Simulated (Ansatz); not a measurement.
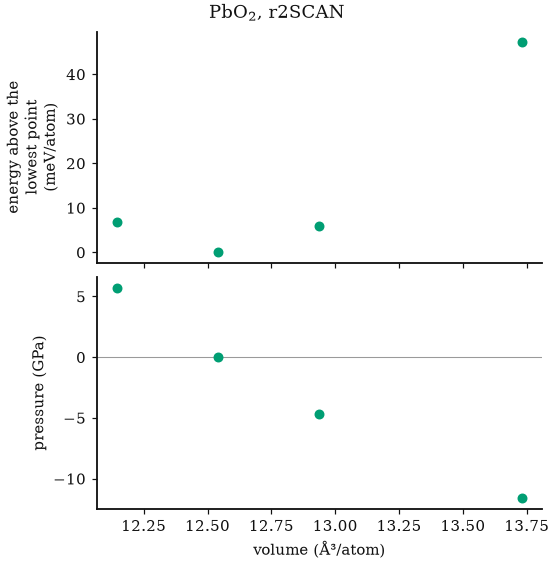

Plotted: energy above the lowest point and pressure against volume for PbO₂, space group Fm-3m (No. 225) (one of a set of cubic test structures, which need not be the stable phase).

Computed with Ansatz 0.2.0 development build: equation of state of a cubic crystal from periodic Kohn-Sham density functional theory without spin, third-order Birch-Murnaghan fit to the free energies; pressure corrected for the finite basis. Level: r2SCAN, no spin-orbit coupling.

| setting | value |
| --- | --- |
| structure type | fluorite |
| atoms in cell | 3 |
| space group number | 225 |
| lattice centring | face-centred primitive |
| k mesh | 11×11×11 |
| occupation method | Fermi–Dirac |
| occupation width | 0.1 eV |
| wave cutoff | 1050 eV |
| datasets | hand-made PAW |
| density tolerance | 1e−09 eV |
| bands | 21 |
| density cutoff ratio | 5 |
| search for lower states | default |
| xc grid level | 2 |

The point at volume 13.33 Å³/atom is left out of the plot. What does the calculation give there?

```csv
volume (Å³/atom),energy above the lowest point (meV/atom),pressure (GPa)
13.33,22.3,-8.5
```

Note: cubic model structure, not the ambient form; no spin-orbit coupling with 6p elements.
